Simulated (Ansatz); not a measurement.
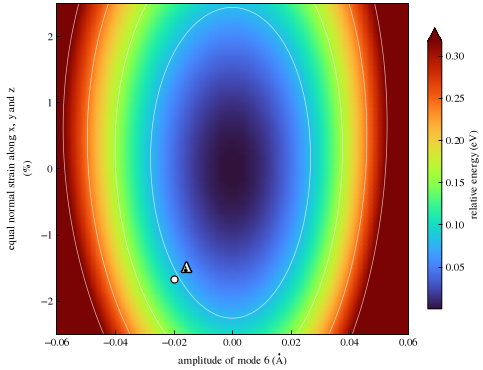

C (P6/mmm, No. 191; 2 atoms in the cell). The energy is mapped over a normal mode and a strain (zone-centre modes of the 2-atom cell of this scan) (x along [1 0 0], y along [1 2 0], z along [0 0 1] of the conventional cell). The first coordinate is: amplitude of mode 6 (1567 cm⁻¹), largest displacement in the unstrained cell; the second: equal normal strain along x, y and z. Nothing is relaxed (the pattern is fixed in fractional coordinates). The scan uses a 7 × 7 grid. Points are written as (first, second). Energies: eV per cell, counted from the lowest grid point. These are results of Ansatz, DFT PBE+D3(BJ), scalar-relativistic, plane waves, PAW, not measurements. Settings: cutoff 520 eV, k-mesh 21×21×12 in the order of the run's cell vectors, gaussian smearing 0.15 eV, no spin polarisation.

In the figure: a smooth colour map with a few white contour lines, one colour for all values above the top of the scale, the point A. Between grid points the surface is interpolated.

Q: Is A at rest? If not, where is it pushed?

A: A, at (−0.02 Å, −1.67 %), is not a stationary point. The computed force is 4.5 eV for each Å towards larger values of the first coordinate and 0.055 eV for each 1 % towards larger values of the second coordinate.

PAW datasets: the set soft_1.
